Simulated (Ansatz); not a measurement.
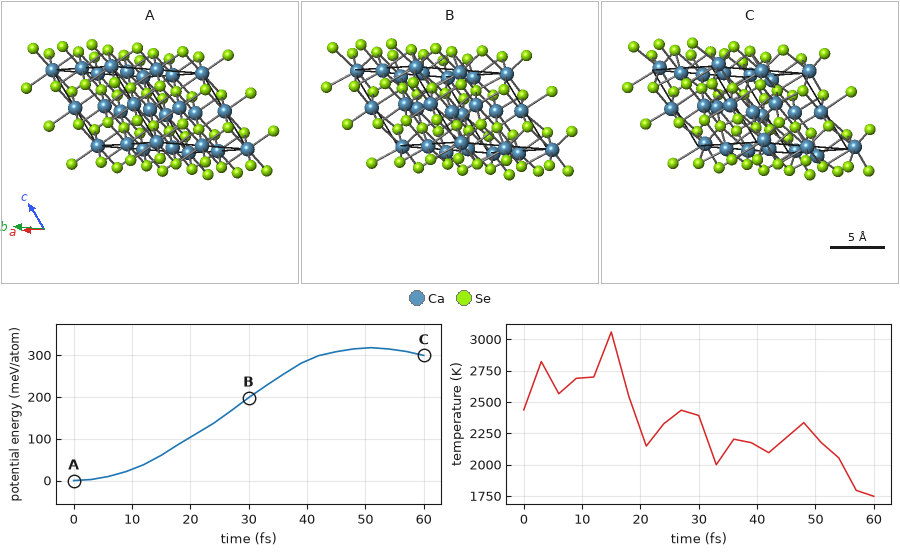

Molecular dynamics of a 16-atom cell of CaSe (set up in Fm-3m), 60 fs long. Frames (A at 0 fs, B at 30 fs, C at 60 fs) and the history of the run. The picture is a ball-and-stick view of the reduced simulation cell, seen from a free direction. Bonds to atoms that aren't drawn are left out. Lengths and directions refer to the drawn axes.

Level of theory: DFT PBE, scalar-relativistic, plane waves, PAW in Ansatz. Run with plane-wave cutoff 420 eV; k-point mesh 2 × 2 × 2; Fermi-Dirac smearing 0.224 eV; volume 1.1 times that of the relaxed crystal; Langevin thermostat (NVT); set temperature 2600 K; time step 3 fs; friction 0.02 per fs.

Question: Describe the run.

Answer: In the second half of the run the atoms are, in the root-mean-square, this far from where they began (common drift taken out): Ca 0.47 Å, Se 0.26 Å. The run lasts only 60 fs, too short to tell vibration from diffusion. The mean temperature in the second half is 2109 K (standard deviation 192 K). The potential energy is still drifting at the end, so the run hasn't reached equilibrium. The potential energy in the second half lies on average 284 meV per atom above the first frame. The mean pressure there is 2.6 GPa.
